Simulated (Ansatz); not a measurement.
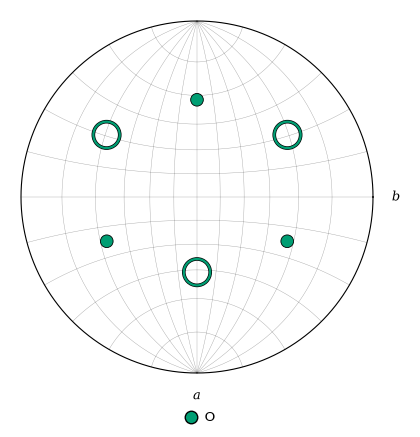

For MnO2, the input geometry of an electronic-structure calculation (not necessarily at equilibrium): directions from one manganese atom at (0.640, 1/4, 0.480) to its bonded neighbours, in stereographic projection down c (filled: above the plane of the page or in it, open: below). Symmetry computed with spglib at a tolerance of 0.002 Å; standard conventional cell.

Neighbours are counted up to 2.41 Å for O.

```
Mn O
1.0
     9.32000    0.00000    0.00000
     0.00000    2.85000    0.00000
     0.00000    0.00000    4.46000
Mn O
4 8
Direct
  0.64000 0.25000 0.48000
  0.36000 0.75000 0.52000
  0.14000 0.25000 0.02000
  0.86000 0.75000 0.98000
  0.53500 0.75000 0.29000
  0.46500 0.25000 0.71000
  0.03500 0.75000 0.21000
  0.96500 0.25000 0.79000
  0.78500 0.25000 0.19000
  0.21500 0.75000 0.81000
  0.28500 0.25000 0.31000
  0.71500 0.75000 0.69000
```

How many neighbours are there, and at what angles?

Answer. 6: 2 O at 1.84 Å, 1 O at 1.87 Å, 3 O at 1.93 Å. Angles between bonds: 79° (2×), 81° (2×), 93° (2×), 94° (4×), 95° (1×), 101° (1×), 168° (1×), 171° (2×).

What is the site's symmetry in the crystal?

Answer. Point group m (Cs), order 2: one mirror plane. In Pnma (No. 62) this is Wyckoff position 4c.
